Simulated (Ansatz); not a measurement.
# Run report: Ge, geometry relaxation (part 1 of 2)

The run: geometry relaxation of Ge (slab, 8 atoms in the cell). Method and program: DFT PBEsol, scalar-relativistic, plane waves, PAW, no spin polarisation (Ansatz 0.2.0).

The structure derives from an entry of the Crystallography Open Database. The input holds or restrains some coordinates. Forces given for the steps count only the free coordinates. It belongs to a series of runs on one base structure; here: clean slab, lower half held. Figures and captions count atoms from 1; the log counts them from 0 in places.

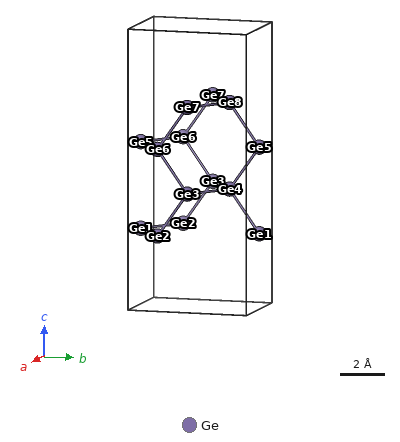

The structure as given in the input (ball-and-stick view of the cell of the calculation, with the vacuum cut short, seen slightly off an axis; atoms are numbered from 1 in the order of the input). An atom can appear more than once, as a periodic image.

### Summary

| quantity | value |
| --- | --- |
| outcome | converged under the restraints of the input |
| electrons treated | 112 |
| free energy | −34024.2707 eV |
| work function, top face | 4.66 eV |
| work function, bottom face | 4.69 eV |
| Fermi energy | −0.274 eV |
| gap on the k-point mesh | none (metallic) |
| final volume | 524.37 Å³ |
| work function (upper face) | 4.66 eV |
| largest force (length of the vector) at the end, held atoms and coordinates included | 0.130 eV/Å |
| hardware | 2 threads of Arm Neoverse V2, 24 GiB of memory available, shared host |
| wall time | 58 s (CPU time 1.9 min) |
| peak memory | 0.9 GiB |

### Input
```yaml
crystal:
  lattice:
    - [4.0133694117, 0.0, 0.0]
    - [0.0, 5.6757614529, 0.0]
    - [0.0, 0.0, 23.0200541176]
  atoms:
    - { symbol: Ge, position: [0.5, 0.0, 0.3692432675] }
    - { symbol: Ge, position: [0.0, 0.25, 0.3692432675] }
    - { symbol: Ge, position: [0.0, 0.5, 0.4564144225] }
    - { symbol: Ge, position: [0.5, 0.75, 0.4564144225] }
    - { symbol: Ge, position: [0.5, 0.0, 0.5435855775] }
    - { symbol: Ge, position: [0.0, 0.25, 0.5435855775] }
    - { symbol: Ge, position: [0.0, 0.5, 0.6307567325] }
    - { symbol: Ge, position: [0.5, 0.75, 0.6307567325] }
basis:
  ecutwfc: 420
kpoints:
  mp_grid: { grid: [7, 5, 1] }
hamiltonian:
  xc: pbesol
scf:
  occupations: { method: gaussian, width: 0.1 }
output:
  forces: true
  eigenvalues: true
relax:
  adjacent_minimum: "off"
  f_tol: 0.03
  max_steps: 70
  constraints: [{ sites: [0, 1, 2, 3] }]
efield:
  axis: 3
  dipole_correction: true
  ramp_width: 0.04
```

Run as:
```bash
ansatz run input.yaml --threads 2 --pin off --max-ram 5120MiB --backend cpu --events-out ev --progress --plain --runs-dir out
```

### Output
```
Engine: ansatz 0.2.0, aarch64-unknown-linux-gnu
Pseudopotentials: kind: paw
Pseudopotential: Ge, paw, valence charge 14, recommended cutoff 420 eV (normal), Ge.paw.azcp
Functional definition: PBEsol
  exchange = pbesol_x
  correlation = pbesol_c
Crystal: 8 atoms, lattice volume = 524.372 Å³
Basis set: ecut = 420 eV, 10323 PW (Γ), exchange–correlation on 54×80×320 points (8 copies of the dense FFT grid, shifted against one another)
Bands: 68, of which v1, the nominal top of the filled ones, is band 56 counted from 1 (55 counted from 0)
Symmetry: 4 space group operations
k-points: 12 of 35
Non-local potential: Ge, projectors of the file, l = 0: 2, l = 1: 2, l = 2: 3, l = 3: 1
PAW form: soft (Blöchl's): semilocal exchange-correlation on the pseudo side does not see the compensation charge
PAW frozen core: Ge, regenerated for the run's functional, and the local potential with it (the file was generated under x = pbe(κ = 0.804, μ = 0.2195149727645171), c = pbe(β = 0.06672455060314922))
PAW one-centre angular grid: Ge, 590 points (default); XC on 64 Gauss nodes
Initial density: superposition of atomic densities (neutral atoms: chi_scale 0, normalization atom), corrected by the library's trained network
Initial wavefunctions: pseudopotential atomic-orbital guess
Functional: x = pbesol(κ = 0.804, μ = 0.12345679012345678), c = pbesol(β = 0.046)
SCF iter   1: F=—  HF=-34024.267355 eV  |F-HF|=—  |Δ(HF+E_count)|=         —  Δρ=2.37e-3  dr2=4.12e-2  ethr=1.77e-3  p=0.000 e·Å  D=9.85e-15 V/Å  ΔV_dip=-0.00 eV  dr2_dipole=6.75e-8  V_vac-E_F(+/−)=4.74/4.74 eV  ⟨swp⟩=6.8  Hψ=3088  notcnv=0  defer=8
efield: sawtooth ramp at fractional position 0.9800 (placed from the atoms, in the widest stretch of the axis that holds none; the zero of the levels goes with the place), width 0.0400; the density the first Hamiltonian is built on has a dipole p = 0.000 e·Å; the dipole correction subtracts the counter field D = 9.85e-15 V/Å, which shifts the + side's vacuum level by -0.00 eV against the − side's; the planar-averaged density in the ramp window peaks in size at 1.2e-5 e/Å³
preconditioner: auto → LDOS  [metal: Δε(μ)=0.093 eV  Ē_g=21.965 eV  σ=0.100 eV  W_gap=0.49  n_scr=90 (ndim 8)  ℏωp=17.2 eV  f_vac=0.601  D(μ)=4.82/eV (n_scr^D=18)  β→1.0]
SCF iter   2: F=—  HF=-34024.259538 eV  |F-HF|=—  |Δ(HF+E_count)|=   7.82e-3  Δρ=1.07e-3  dr2=1.05e-2  ethr=3.68e-5  p=-0.000 e·Å  D=-1.82e-6 V/Å  ΔV_dip=0.00 eV  dr2_dipole=9.52e-8  V_vac-E_F(+/−)=4.71/4.71 eV  ⟨swp⟩=2.0  Hψ=1698  notcnv=0  defer=56
SCF iter   3: F=—  HF=-34024.257579 eV  |F-HF|=—  |Δ(HF+E_count)|=   1.96e-3  Δρ=4.74e-4  dr2=2.00e-3  ethr=9.39e-6  p=-0.000 e·Å  D=-3.33e-7 V/Å  ΔV_dip=0.00 eV  dr2_dipole=2.11e-9  V_vac-E_F(+/−)=4.70/4.70 eV  ⟨swp⟩=2.0  Hψ=1435  notcnv=0  defer=56
SCF iter   4: F=—  HF=-34024.257039 eV  |F-HF|=—  |Δ(HF+E_count)|=   5.40e-4  Δρ=1.37e-4  dr2=1.99e-4  ethr=1.78e-6  p=0.000 e·Å  D=4.79e-7 V/Å  ΔV_dip=-0.00 eV  dr2_dipole=3.88e-9  V_vac-E_F(+/−)=4.70/4.70 eV  ⟨swp⟩=2.0  Hψ=1433  notcnv=0  defer=56
iter 5 did not close the SCF: its close was put off for the readings that it lacked (scf_convergence_deferred on its scf_iter line)
SCF iter   5: F=-34024.257048 eV  HF=-34024.257057 eV  |F-HF|=8.91e-6  |Δ(HF+E_count)|=   1.82e-5  Δρ=4.97e-5  dr2=2.07e-5  ethr=1.78e-7  p=0.000 e·Å  D=1.03e-7 V/Å  ΔV_dip=-0.00 eV  dr2_dipole=1.02e-11  V_vac-E_F(+/−)=4.69/4.69 eV  ⟨swp⟩=2.0  Hψ=1440  notcnv=0  defer=52
SCF iter   6: F=-34024.257059 eV  HF=-34024.257058 eV  |F-HF|=9.26e-7  |Δ(HF+E_count)|=   9.29e-7  Δρ=1.41e-5  dr2=1.95e-6  ethr=1.85e-8  p=0.000 e·Å  D=7.62e-10 V/Å  ΔV_dip=-0.00 eV  dr2_dipole=4.75e-12  V_vac-E_F(+/−)=4.69/4.69 eV  ⟨swp⟩=10.4  Hψ=3501  notcnv=0
SCF 1 converged in 6 iterations: F = -34024.257059 eV  dr2 = 1.95e-6
  greatest PAW one-centre occupation: 0.998 electrons in one spin orbital (limit 2), on the Ge atom at site 7 (counted from 0), in its partial waves of l = 2
relax step   1: F+E_penalty+E_count = -34024.25705867 eV  Δ(F+E_penalty+E_count) = +0.000e0 eV  max|allowed force component| = 2.262e-1 eV/Å  Δτ_max = 0.0000 Å  (6 SCF iters, dr2 threshold 2.25e-5 eV, accepted)
Initial density: handed on by an earlier stage of this run
Initial wavefunctions: those handed on with the density
iter 1 solved again at ethr=5.43e-6 eV; its pass at ethr=3.10e-3 eV (dr2=6.09e-3 eV) is discarded
SCF iter   1: F=—  HF=-34024.270273 eV  |F-HF|=—  |Δ(HF+E_count)|=         —  Δρ=1.26e-3  dr2=6.12e-3  ethr=5.43e-6  p=-0.000 e·Å  D=-2.37e-7 V/Å  ΔV_dip=0.00 eV  dr2_dipole=7.72e-5  V_vac-E_F(+/−)=4.68/4.68 eV  ⟨swp⟩=2.0  Hψ=2289  notcnv=0  defer=57
efield: sawtooth ramp at fractional position 0.9800 (handed on by an earlier solve), width 0.0400; the density the first Hamiltonian is built on has a dipole p = -0.000 e·Å; the dipole correction subtracts the counter field D = -2.37e-7 V/Å, which shifts the + side's vacuum level by +0.00 eV against the − side's; the planar-averaged density in the ramp window peaks in size at 3.0e-6 e/Å³
preconditioner: auto → LDOS  [metal: Δε(μ)=0.089 eV  Ē_g=22.003 eV  σ=0.100 eV  W_gap=0.47  n_scr=90 (ndim 8)  ℏωp=17.2 eV  f_vac=0.598  D(μ)=4.66/eV (n_scr^D=18)  β→1.0]
SCF iter   2: F=—  HF=-34024.269729 eV  |F-HF|=—  |Δ(HF+E_count)|=   5.43e-4  Δρ=3.09e-4  dr2=1.17e-3  ethr=5.43e-6  p=0.001 e·Å  D=3.73e-4 V/Å  ΔV_dip=-0.01 eV  dr2_dipole=1.03e-4  V_vac-E_F(+/−)=4.68/4.68 eV  ⟨swp⟩=2.5  Hψ=1225  notcnv=0  defer=57
SCF iter   3: F=—  HF=-34024.269627 eV  |F-HF|=—  |Δ(HF+E_count)|=   1.02e-4  Δρ=1.36e-4  dr2=3.11e-4  ethr=1.05e-6  p=0.002 e·Å  D=6.40e-4 V/Å  ΔV_dip=-0.01 eV  dr2_dipole=3.03e-5  V_vac-E_F(+/−)=4.67/4.69 eV  ⟨swp⟩=2.0  Hψ=1436  notcnv=0  defer=57
SCF iter   4: F=—  HF=-34024.269577 eV  |F-HF|=—  |Δ(HF+E_count)|=   5.05e-5  Δρ=5.19e-5  dr2=6.31e-5  ethr=2.78e-7  p=0.002 e·Å  D=6.71e-4 V/Å  ΔV_dip=-0.02 eV  dr2_dipole=1.34e-5  V_vac-E_F(+/−)=4.67/4.69 eV  ⟨swp⟩=2.0  Hψ=895  notcnv=0  defer=57
SCF iter   5: F=—  HF=-34024.269571 eV  |F-HF|=—  |Δ(HF+E_count)|=   5.95e-6  Δρ=1.76e-5  dr2=3.91e-6  ethr=5.64e-8  p=0.002 e·Å  D=6.82e-4 V/Å  ΔV_dip=-0.02 eV  dr2_dipole=8.86e-9  V_vac-E_F(+/−)=4.67/4.69 eV  ⟨swp⟩=2.0  Hψ=847  notcnv=0  defer=57
SCF iter   6: F=-34024.269570 eV  HF=-34024.269570 eV  |F-HF|=7.39e-8  |Δ(HF+E_count)|=   5.81e-7  Δρ=2.88e-6  dr2=9.54e-8  ethr=2.86e-9  p=0.002 e·Å  D=7.03e-4 V/Å  ΔV_dip=-0.02 eV  dr2_dipole=2.58e-10  V_vac-E_F(+/−)=4.67/4.69 eV  ⟨swp⟩=12.3  Hψ=3367  notcnv=0
SCF 2 converged in 6 iterations: F = -34024.269570 eV  dr2 = 9.54e-8
  greatest PAW one-centre occupation: 0.998 electrons in one spin orbital (limit 2), on the Ge atom at site 1 (counted from 0), in its partial waves of l = 2
relax step   2: F+E_penalty+E_count = -34024.26957012 eV  Δ(F+E_penalty+E_count) = -1.251e-2 eV  max|allowed force component| = 7.350e-2 eV/Å  Δτ_max = 0.0438 Å  (6 SCF iters, dr2 threshold 3.20e-6 eV, accepted)
SCF iter   1: F=—  HF=-34024.270727 eV  |F-HF|=—  |Δ(HF+E_count)|=         —  Δρ=3.84e-4  dr2=6.08e-4  ethr=4.56e-6  p=0.002 e·Å  D=7.02e-4 V/Å  ΔV_dip=-0.02 eV  dr2_dipole=1.85e-5  V_vac-E_F(+/−)=4.67/4.68 eV  ⟨swp⟩=2.0  Hψ=1322  notcnv=0  defer=58
efield: sawtooth ramp at fractional position 0.9800 (handed on by an earlier solve), width 0.0400; the density the first Hamiltonian is built on has a dipole p = 0.002 e·Å; the dipole correction subtracts the counter field D = 7.02e-4 V/Å, which shifts the + side's vacuum level by -0.02 eV against the − side's; the planar-averaged density in the ramp window peaks in size at 4.1e-6 e/Å³
preconditioner: auto → LDOS  [insulator: Δε(μ)=0.098 eV  Ē_g=22.000 eV  σ=0.100 eV  W_gap=0.50  n_scr=90 (ndim 8)  ℏωp=17.2 eV  f_vac=0.598  D(μ)=4.58/eV (n_scr^D=18)  ε∞_Penn≈1.6  β→1.0]
SCF iter   2: F=—  HF=-34024.270694 eV  |F-HF|=—  |Δ(HF+E_count)|=   3.25e-5  Δρ=1.16e-4  dr2=1.53e-4  ethr=5.43e-7  p=0.003 e·Å  D=9.48e-4 V/Å  ΔV_dip=-0.02 eV  dr2_dipole=5.23e-6  V_vac-E_F(+/−)=4.66/4.69 eV  ⟨swp⟩=2.4  Hψ=1642  notcnv=0  defer=58
SCF iter   3: F=—  HF=-34024.270661 eV  |F-HF|=—  |Δ(HF+E_count)|=   3.29e-5  Δρ=4.53e-5  dr2=3.09e-5  ethr=1.37e-7  p=0.003 e·Å  D=9.08e-4 V/Å  ΔV_dip=-0.02 eV  dr2_dipole=9.06e-7  V_vac-E_F(+/−)=4.66/4.69 eV  ⟨swp⟩=2.0  Hψ=1435  notcnv=0  defer=58
SCF iter   4: F=—  HF=-34024.270738 eV  |F-HF|=—  |Δ(HF+E_count)|=   7.69e-5  Δρ=1.09e-5  dr2=1.89e-6  ethr=2.76e-8  p=0.003 e·Å  D=9.26e-4 V/Å  ΔV_dip=-0.02 eV  dr2_dipole=6.27e-8  V_vac-E_F(+/−)=4.66/4.69 eV  ⟨swp⟩=2.0  Hψ=919  notcnv=0  defer=58
SCF iter   5: F=—  HF=-34024.270738 eV  |F-HF|=—  |Δ(HF+E_count)|=   1.87e-7  Δρ=3.39e-6  dr2=1.31e-7  ethr=1.69e-9  p=0.003 e·Å  D=9.47e-4 V/Å  ΔV_dip=-0.02 eV  dr2_dipole=4.76e-9  V_vac-E_F(+/−)=4.66/4.69 eV  ⟨swp⟩=2.0  Hψ=939  notcnv=0  defer=58
SCF iter   6: F=-34024.270738 eV  HF=-34024.270738 eV  |F-HF|=1.10e-8  |Δ(HF+E_count)|=   1.21e-8  Δρ=9.49e-7  dr2=1.00e-8  ethr=8.93e-11  p=0.003 e·Å  D=9.51e-4 V/Å  ΔV_dip=-0.02 eV  dr2_dipole=2.68e-11  V_vac-E_F(+/−)=4.66/4.69 eV  ⟨swp⟩=11.2  Hψ=3204  notcnv=0
SCF 3 converged in 6 iterations: F = -34024.270738 eV  dr2 = 1.00e-8
relax step   3: F+E_penalty+E_count = -34024.27073848 eV  Δ(F+E_penalty+E_count) = -1.168e-3 eV  max|allowed force component| = 6.167e-3 eV/Å  Δτ_max = 0.0151 Å  (6 SCF iters, accepted)
```

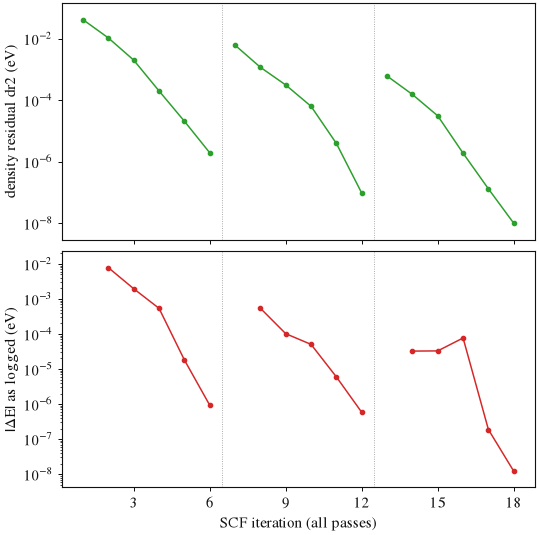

Convergence of the self-consistent field: density residual dr2 and size of the energy change against the SCF iteration. The dotted lines part the SCF passes of the relaxation: geometry steps, rejected trials and re-solves on a re-selected basis. The passes take 6, 6 and 6 iterations.

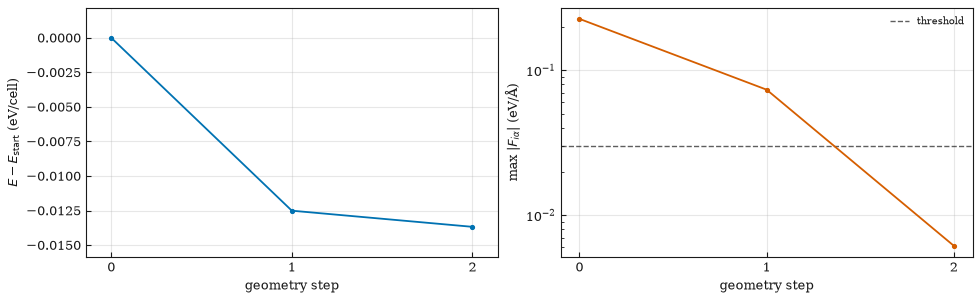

Progress of the restrained relaxation, step by step (the first geometry is step 0 here and step 1 in the log).
